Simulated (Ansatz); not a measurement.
NiGe

```cif
data_structure
_symmetry_space_group_name_H-M 'P 1'
_symmetry_Int_Tables_number 1
_cell_length_a 3.5750
_cell_length_b 3.5750
_cell_length_c 2.6329
_cell_angle_alpha 90.000
_cell_angle_beta 90.000
_cell_angle_gamma 120.000
_cell_volume 29.14
loop_
_atom_site_label
_atom_site_type_symbol
_atom_site_fract_x
_atom_site_fract_y
_atom_site_fract_z
_atom_site_occupancy
Ni1 Ni 0.00000 0.00000 0.00000 1
Ge1 Ge 0.66667 0.33333 0.50000 1
```

Space group P-6m2; a structure generated by program, which may or may not match a known phase; computed without spin polarisation.

All numbers below come from Ansatz, DFT PBE, scalar-relativistic, plane waves, PAW.

Q: What can the converged valence pseudo-density and electron localisation function tell about the bonding?

A: Ni–Ge (2.45 Å): ρ is about 0.4 e/Å³ halfway; the ELF is about 0.40 at the midpoint.
Ge–Ge (2.63 Å): the density is about 0.37 e/Å³ at the midpoint; the ELF is about 0.45 at the midpoint.

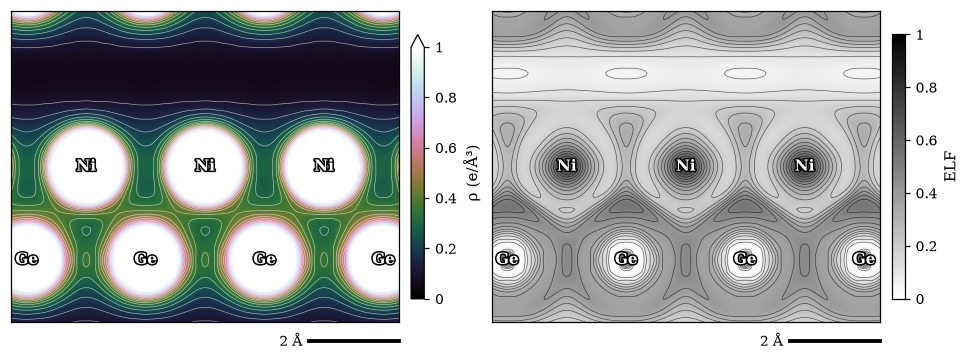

Computed valence pseudo-density and electron localisation function on the (110) plane of the conventional cell, in this order. 

The density is the valence pseudo-density of a PAW calculation; it isn't the true density close to the nuclei.
